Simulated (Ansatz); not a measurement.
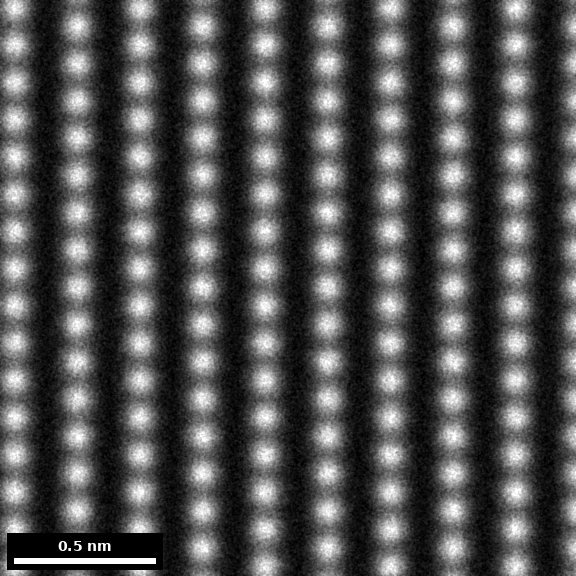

iDPC-like image of a crystal. Simulated as the projected potential of neutral atoms (B = 0.3 Å²) blurred by a 0.64 Å probe, the thin-sample limit of integrated differential phase contrast. Shot noise was added.

Question: What two-dimensional lattice does the image show, and how large is its cell?

Answer: The pattern repeats on a centred rectangular net of 1.3 × 4.4 Å.

Question: What is the plane group of the image?

Answer: c2mm: perpendicular mirror lines on a centred net, with further twofold points between them.

Question: How many columns does the smallest repeating cell hold, and how many levels of brightness?

Answer: 1 column in the primitive cell of 2.9 Å², all of one brightness.

The crystal is Mo (Fddd, No. 70) seen along [010]. Atomic positions: the end point of a relaxation with DFT, r2SCAN, plane waves (500 eV) with PAW, scalar-relativistic in Ansatz; the starting structure was generated, so it need not be a known form of this composition.
